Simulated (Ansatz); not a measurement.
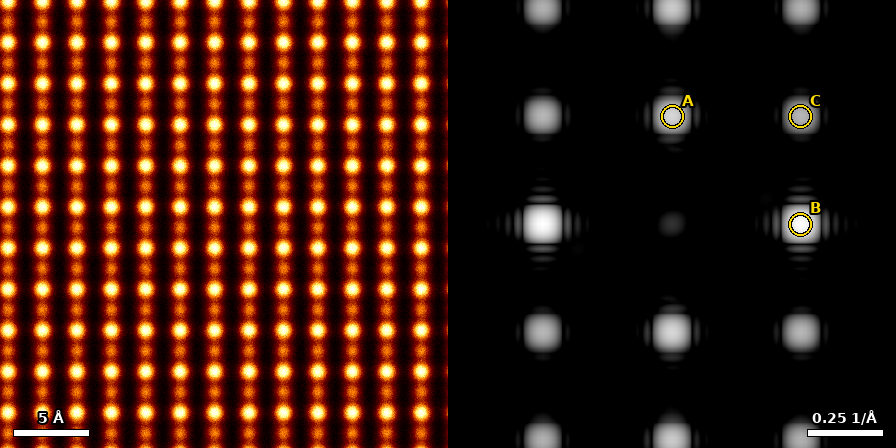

Integrated-DPC-like image of Au (P6/mmm, No. 191) along [210]. Simulated as the projected potential of neutral atoms (B = 0.5 Å²) blurred by a 0.75 Å probe, the thin-sample limit of integrated differential phase contrast. Shot noise was added. Structure: the input geometry of an electronic-structure calculation (not necessarily at equilibrium); the starting structure was generated, so it need not be a known form of this composition.

The right panel is the modulus of the image's Fourier transform on a logarithmic scale.

a = 4.612 Å, b = 4.612 Å, c = 2.755 Å, α = 90.00°, β = 90.00°, γ = 120.00°

Q: Index the marked spots and give their plane spacings (the zone axis points at the viewer; indices equivalent by symmetry, or all signs reversed, are as good).

A: (0 0 -1), d = 2.75 Å; B: (1 -2 0), d = 2.31 Å; C: (1 -2 -1), d = 1.77 Å. A and B enclose 90°, and every spot obeys the zone law hu + kv + lw = 0 for [210].
